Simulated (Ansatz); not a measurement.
# Geometry relaxation of GaP (part 3 of 3)

GaP (slab, 16 atoms in the cell); DFT PBE+D3(BJ), scalar-relativistic, plane waves, PAW, no spin polarisation (Ansatz 0.2.0); cutoff 420 eV, 4×5×1 k-mesh, Gaussian smearing of 0.05 eV. The structure derives from an entry of the Crystallography Open Database. The input holds or restrains some coordinates. Forces given for the steps count only the free coordinates. It belongs to a series of runs on one base structure; here: clean slab, lower half held.

Geometry of the input (Å; fractional positions):
```
7.7016  0.0000  0.0000
0.0000  5.4458  0.0000
0.0000  0.0000  22.7762
Ga 0.2500  0.5000  0.3732
Ga 0.7500  0.5000  0.3732
P  0.5000  0.2500  0.3732
P  0.0000  0.2500  0.3732
Ga 0.5000  0.0000  0.4577
Ga 0.0000  0.0000  0.4577
P  0.7500  0.7500  0.4577
P  0.2500  0.7500  0.4577
Ga 0.7500  0.5000  0.5423
Ga 0.2500  0.5000  0.5423
P  0.0000  0.2500  0.5423
P  0.5000  0.2500  0.5423
Ga 0.0000  0.0000  0.6268
Ga 0.5000  0.0000  0.6268
P  0.2500  0.7500  0.6268
P  0.7500  0.7500  0.6268
```

Output, continued
```
  k-point 8: bands = ["-15.7409", "-15.7409", "-15.6628", "-15.6628", "-15.6562", "-15.6562", "-15.6451", "-15.6451", "-15.6240", "-15.6240", "-15.6080", "-15.6080", "-15.5932", "-15.5932", "-15.5804", "-15.5804", "-15.5417", "-15.5417", "-15.5220", "-15.5220", "-15.5055", "-15.5055", "-15.4931", "-15.4931", "-15.4819", "-15.4819", "-15.4531", "-15.4531", "-15.4487", "-15.4487", "-15.4387", "-15.4387", "-15.4214", "-15.4214", "-15.3989", "-15.3989", "-15.3451", "-15.3451", "-15.3278", "-15.3278", "-11.9171", "-11.9171", "-11.3334", "-11.3334", "-10.9625", "-10.9625", "-10.5430", "-10.5430", "-6.7883", "-6.7883", "-6.5295", "-6.5295", "-6.0009", "-6.0009", "-5.5355", "-5.5355", "-4.1634", "-4.1634", "-3.9885", "-3.9885", "-3.4170", "-3.4170", "-3.0245", "-3.0245", "-2.5492", "-2.5492", "-2.1859", "-2.1859", "-1.7401", "-1.7401", "-1.0648", "-1.0648", "0.0974", "0.0974", "1.2339", "1.2339", "2.1148", "2.1148", "2.5716", "2.5716", "3.1310", "3.1310", "3.4539", "3.4539", "3.8831", "3.8831", "4.0325", "4.0325"]
--- Relaxed structure (7 steps of the walk, 6 accepted, 0 SCFs on fresh bases) ---
  F+E_penalty+E_count = -36314.73505507 eV   max|allowed force component| = 2.486e-3 eV/Å
  atoms:
    - { symbol: Ga, position: [0.24999999999999997, 0.5, 0.3731969091] }
    - { symbol: Ga, position: [0.7499999999999999, 0.5, 0.3731969091] }
    - { symbol: P, position: [0.49999999999999994, 0.25, 0.3731969091] }
    - { symbol: P, position: [0.0, 0.25, 0.3731969091] }
    - { symbol: Ga, position: [0.49999999999999994, 0.0, 0.457732303] }
    - { symbol: Ga, position: [0.0, 0.0, 0.457732303] }
    - { symbol: P, position: [0.7499999999999999, 0.75, 0.457732303] }
    - { symbol: P, position: [0.24999999999999997, 0.75, 0.457732303] }
    - { symbol: Ga, position: [0.7499999999999999, 0.5019075813416073, 0.5465321069604145] }
    - { symbol: Ga, position: [0.24999999999999997, 0.5019075813416073, 0.5465321069604145] }
    - { symbol: P, position: [5.816318022034766e-19, 0.2541820623484602, 0.5430392376394361] }
    - { symbol: P, position: [0.49999999999999994, 0.2541820623484602, 0.5430392376394361] }
    - { symbol: Ga, position: [-1.026444688235244e-17, -0.06341693616884589, 0.6107037063073179] }
    - { symbol: Ga, position: [0.49999999999999994, -0.06341693616884589, 0.6107037063073179] }
    - { symbol: P, position: [0.24999999999999997, 0.722739186634373, 0.6366327497750424] }
    - { symbol: P, position: [0.7499999999999999, 0.722739186634373, 0.6366327497750424] }
```

Trajectory as extended XYZ (Å, eV, eV/Å), 7 frames, from step=1 to step=7
```
16
Lattice="7.7016 0.0000 0.0000 0.0000 5.4458 0.0000 0.0000 0.0000 22.7762" Properties=species:S:1:pos:R:3:forces:R:3 step=1 energy=-36313.59172
Ga    1.9254    2.7229    8.5000    0.0000  -0.9957   1.3041
Ga    5.7762    2.7229    8.5000    0.0000  -0.9957   1.3041
P     3.8508    1.3615    8.5000    0.0000   0.2530  -1.2165
P     0.0000    1.3615    8.5000    0.0000   0.2530  -1.2165
Ga    3.8508    0.0000   10.4254    0.0000   0.0580  -0.0131
Ga    0.0000    0.0000   10.4254    0.0000   0.0580  -0.0131
P     5.7762    4.0844   10.4254    0.0000   0.6846  -0.5832
P     1.9254    4.0844   10.4254    0.0000   0.6846  -0.5832
Ga    5.7762    2.7229   12.3508    0.0000   0.0580   0.0129
Ga    1.9254    2.7229   12.3508    0.0000   0.0580   0.0129
P     0.0000    1.3615   12.3508    0.0000   0.6846   0.5834
P     3.8508    1.3615   12.3508    0.0000   0.6846   0.5834
Ga    0.0000    0.0000   14.2762    0.0000  -0.9956  -1.3041
Ga    3.8508    0.0000   14.2762    0.0000  -0.9956  -1.3041
P     1.9254    4.0844   14.2762    0.0000   0.2530   1.2165
P     5.7762    4.0844   14.2762    0.0000   0.2530   1.2165
16
Lattice="7.7016 0.0000 0.0000 0.0000 5.4458 0.0000 0.0000 0.0000 22.7762" Properties=species:S:1:pos:R:3:forces:R:3 step=2 energy=-36314.38928
Ga    1.9254    2.7229    8.5000    0.0000  -1.1108   1.3551
Ga    5.7762    2.7229    8.5000    0.0000  -1.1108   1.3551
P     3.8508    1.3615    8.5000    0.0000   0.3088  -1.3223
P     0.0000    1.3615    8.5000    0.0000   0.3088  -1.3223
Ga    3.8508    0.0000   10.4254    0.0000   0.3279   0.2166
Ga    0.0000    0.0000   10.4254    0.0000   0.3279   0.2166
P     5.7762    4.0844   10.4254    0.0000   0.7381  -0.4822
P     1.9254    4.0844   10.4254    0.0000   0.7381  -0.4822
Ga    5.7762    2.7669   12.3872    0.0000   0.0595   0.2116
Ga    1.9254    2.7669   12.3872    0.0000   0.0595   0.2116
P     0.0000    1.4201   12.3585    0.0000   0.0276   0.2944
P     3.8508    1.4201   12.3585    0.0000   0.0276   0.2944
Ga    0.0000   -0.1291   14.1303    0.0000  -0.5211  -0.8339
Ga    3.8508   -0.1291   14.1303    0.0000  -0.5211  -0.8339
P     1.9254    4.0141   14.4131    0.0000   0.1722   0.5616
P     5.7762    4.0141   14.4131    0.0000   0.1722   0.5616
16
Lattice="7.7016 0.0000 0.0000 0.0000 5.4458 0.0000 0.0000 0.0000 22.7762" Properties=species:S:1:pos:R:3:forces:R:3 step=3 energy=-36314.69702
Ga    1.9254    2.7229    8.5000    0.0000  -1.1751   1.3768
Ga    5.7762    2.7229    8.5000    0.0000  -1.1751   1.3768
P     3.8508    1.3615    8.5000    0.0000   0.3372  -1.3820
P     0.0000    1.3615    8.5000    0.0000   0.3372  -1.3820
Ga    3.8508    0.0000   10.4254    0.0000   0.4653   0.2649
Ga    0.0000    0.0000   10.4254    0.0000   0.4653   0.2649
P     5.7762    4.0844   10.4254    0.0000   0.6555  -0.2934
P     1.9254    4.0844   10.4254    0.0000   0.6555  -0.2934
Ga    5.7762    2.7862   12.4341    0.0000  -0.0861   0.2098
Ga    1.9254    2.7862   12.4341    0.0000  -0.0861   0.2098
P     0.0000    1.4301   12.3660    0.0000  -0.1154   0.0245
P     3.8508    1.4301   12.3660    0.0000  -0.1154   0.0245
Ga    0.0000   -0.2504   13.9778    0.0000  -0.1687  -0.1972
Ga    3.8508   -0.2504   13.9778    0.0000  -0.1687  -0.1972
P     1.9254    3.9808   14.5049    0.0000   0.0875  -0.0032
P     5.7762    3.9808   14.5049    0.0000   0.0875  -0.0032
16
Lattice="7.7016 0.0000 0.0000 0.0000 5.4458 0.0000 0.0000 0.0000 22.7762" Properties=species:S:1:pos:R:3:forces:R:3 step=4 energy=-36314.67563 accepted=F
Ga    1.9254    2.7229    8.5000    0.0000  -1.1123   1.4247
Ga    5.7762    2.7229    8.5000    0.0000  -1.1123   1.4247
P     3.8508    1.3615    8.5000    0.0000   0.3100  -1.3544
P     0.0000    1.3615    8.5000    0.0000   0.3100  -1.3544
Ga    3.8508    0.0000   10.4254    0.0000   0.2319  -0.0007
Ga    0.0000    0.0000   10.4254    0.0000   0.2319  -0.0007
P     5.7762    4.0844   10.4254    0.0000   0.2341   0.1754
P     1.9254    4.0844   10.4254    0.0000   0.2341   0.1754
Ga    5.7762    2.6702   12.5379    0.0000   0.2784  -0.4449
Ga    1.9254    2.6702   12.5379    0.0000   0.2784  -0.4449
P     0.0000    1.3433   12.3797    0.0000   0.0305   0.1354
P     3.8508    1.3433   12.3797    0.0000   0.0305   0.1354
Ga    0.0000   -0.3865   13.9239    0.0000   0.0384  -0.0307
Ga    3.8508   -0.3865   13.9239    0.0000   0.0384  -0.0307
P     1.9254    3.9144   14.5427    0.0000  -0.0111   0.0952
P     5.7762    3.9144   14.5427    0.0000  -0.0111   0.0952
16
Lattice="7.7016 0.0000 0.0000 0.0000 5.4458 0.0000 0.0000 0.0000 22.7762" Properties=species:S:1:pos:R:3:forces:R:3 step=5 energy=-36314.73138
Ga    1.9254    2.7229    8.5000    0.0000  -1.1664   1.3916
Ga    5.7762    2.7229    8.5000    0.0000  -1.1664   1.3916
P     3.8508    1.3615    8.5000    0.0000   0.3321  -1.3885
P     0.0000    1.3615    8.5000    0.0000   0.3321  -1.3885
Ga    3.8508    0.0000   10.4254    0.0000   0.4060   0.1722
Ga    0.0000    0.0000   10.4254    0.0000   0.4060   0.1722
P     5.7762    4.0844   10.4254    0.0000   0.5278  -0.1601
P     1.9254    4.0844   10.4254    0.0000   0.5278  -0.1601
Ga    5.7762    2.7591   12.4580    0.0000  -0.0410   0.0025
Ga    1.9254    2.7591   12.4580    0.0000  -0.0410   0.0025
P     0.0000    1.4066   12.3634    0.0000  -0.0157   0.0186
P     3.8508    1.4066   12.3634    0.0000  -0.0157   0.0186
Ga    0.0000   -0.3054   13.9236    0.0000  -0.0320  -0.0423
Ga    3.8508   -0.3054   13.9236    0.0000  -0.0320  -0.0423
P     1.9254    3.9691   14.5064    0.0000  -0.0109   0.0060
P     5.7762    3.9691   14.5064    0.0000  -0.0109   0.0060
16
Lattice="7.7016 0.0000 0.0000 0.0000 5.4458 0.0000 0.0000 0.0000 22.7762" Properties=species:S:1:pos:R:3:forces:R:3 step=6 energy=-36314.73494
Ga    1.9254    2.7229    8.5000    0.0000  -1.1592   1.4021
Ga    5.7762    2.7229    8.5000    0.0000  -1.1592   1.4021
P     3.8508    1.3615    8.5000    0.0000   0.3194  -1.3841
P     0.0000    1.3615    8.5000    0.0000   0.3194  -1.3841
Ga    3.8508    0.0000   10.4254    0.0000   0.3763   0.1558
Ga    0.0000    0.0000   10.4254    0.0000   0.3763   0.1558
P     5.7762    4.0844   10.4254    0.0000   0.4716  -0.1649
P     1.9254    4.0844   10.4254    0.0000   0.4716  -0.1649
Ga    5.7762    2.7336   12.4466    0.0000  -0.0029   0.0077
Ga    1.9254    2.7336   12.4466    0.0000  -0.0029   0.0077
P     0.0000    1.3844   12.3708    0.0000   0.0047  -0.0325
P     3.8508    1.3844   12.3708    0.0000   0.0047  -0.0325
Ga    0.0000   -0.3449   13.9085    0.0000  -0.0171   0.0159
Ga    3.8508   -0.3449   13.9085    0.0000  -0.0171   0.0159
P     1.9254    3.9355   14.4989    0.0000   0.0072   0.0000
P     5.7762    3.9355   14.4989    0.0000   0.0072   0.0000
16
Lattice="7.7016 0.0000 0.0000 0.0000 5.4458 0.0000 0.0000 0.0000 22.7762" Properties=species:S:1:pos:R:3:forces:R:3 step=7 energy=-36314.73505
Ga    1.9254    2.7229    8.5000    0.0000  -1.1595   1.4015
Ga    5.7762    2.7229    8.5000    0.0000  -1.1595   1.4015
P     3.8508    1.3615    8.5000    0.0000   0.3206  -1.3853
P     0.0000    1.3615    8.5000    0.0000   0.3206  -1.3853
Ga    3.8508    0.0000   10.4254    0.0000   0.3696   0.1450
Ga    0.0000    0.0000   10.4254    0.0000   0.3696   0.1450
P     5.7762    4.0844   10.4254    0.0000   0.4703  -0.1598
P     1.9254    4.0844   10.4254    0.0000   0.4703  -0.1598
Ga    5.7762    2.7333   12.4479    0.0000   0.0003  -0.0006
Ga    1.9254    2.7333   12.4479    0.0000   0.0003  -0.0006
P     0.0000    1.3842   12.3684    0.0000  -0.0025  -0.0011
P     3.8508    1.3842   12.3684    0.0000  -0.0025  -0.0011
Ga    0.0000   -0.3454   13.9095    0.0000   0.0016  -0.0011
Ga    3.8508   -0.3454   13.9095    0.0000   0.0016  -0.0011
P     1.9254    3.9359   14.5001    0.0000  -0.0002   0.0014
P     5.7762    3.9359   14.5001    0.0000  -0.0002   0.0014
```

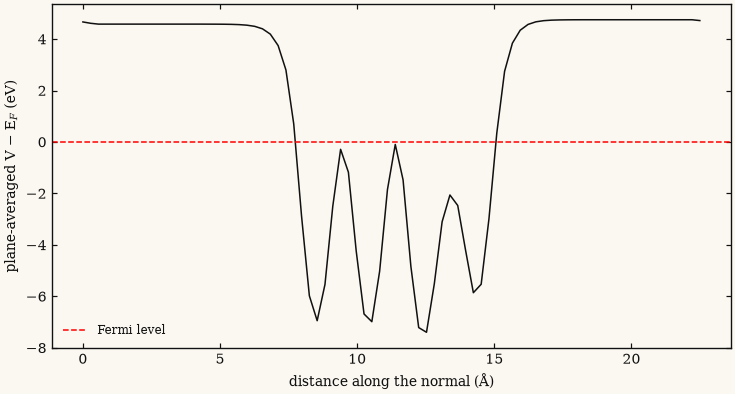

Plane average of the electrostatic potential energy of an electron across the cell, from the Fermi level. The vacuum level lies 4.75 eV above the Fermi level on the upper side and 4.58 eV on the lower.

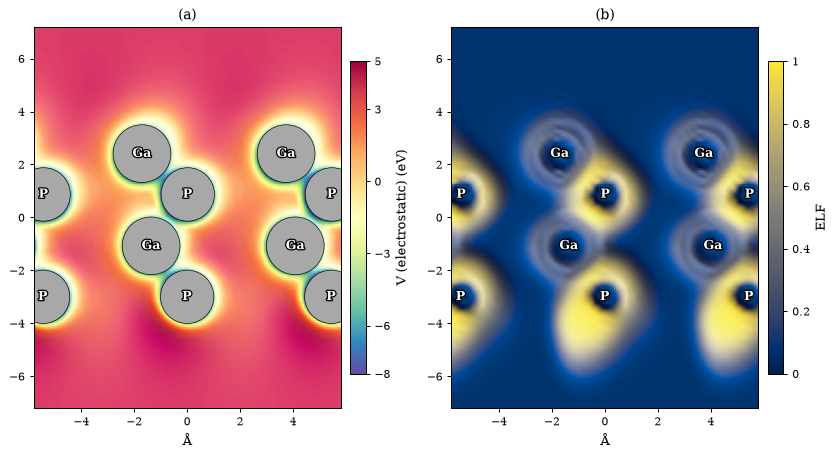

(a) electrostatic potential (local pseudopotential plus Hartree) felt by an electron; (b) ELF on the (100) plane of the calculation cell, a cut from vacuum to vacuum. Grey discs, where drawn, cover atomic cores. The section cuts through P and Ga sites. Ga–P (2.32 Å): the ELF is about 0.75 at the midpoint. Ga–P (2.36 Å): the ELF is about 0.70 at the midpoint. The strong features right at Ga lie inside the PAW spheres (semicore, d or f shells) and say nothing about bonding. In a PAW calculation such maps are meaningful between the atoms, not at the nuclei.

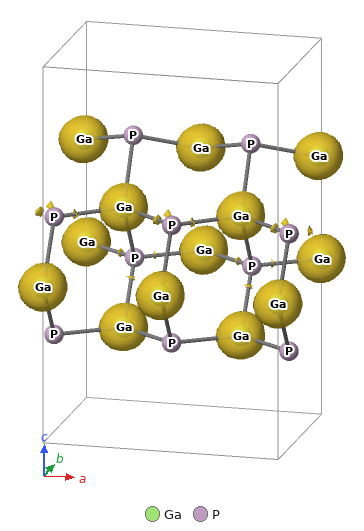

Isosurface of the valence charge density (pseudo) at 0.8 e/Å³ (yellow), seen slightly off an axis. Sticks mark near contacts. At this value the density breaks into separate islands; it holds about 50 % of the electrons treated as valence (semicore included). It is pinched off along the Ga–P (2.32 Å), Ga–P (2.36 Å) and Ga–P (2.43 Å) contacts. On the grid the lowest density along these lines, outside the cores, is 0.56 e/Å³ (Ga–P, 2.32 Å), 0.52 e/Å³ (Ga–P, 2.36 Å) and 0.46 e/Å³ (Ga–P, 2.43 Å).

Key numbers

| quantity | value |
| --- | --- |
| outcome | converged under the restraints of the input |
| electrons treated | 144 |
| free energy | −36314.7351 eV |
| work function, top face | 4.75 eV |
| work function, bottom face | 4.58 eV |
| Fermi energy | −0.562 eV |
| gap on the k-point mesh | 0.90 eV |
| final volume | 955.27 Å³ |
| work function (upper face) | 4.75 eV |
| largest force (length of the vector) at the end, held atoms and coordinates included | 1.819 eV/Å |
| wall time | 3.7 min (CPU time 14 min) |
| peak memory | 2.1 GiB |

Notes

Warnings of the run: the exchange-correlation potential is rough where the density is thin.
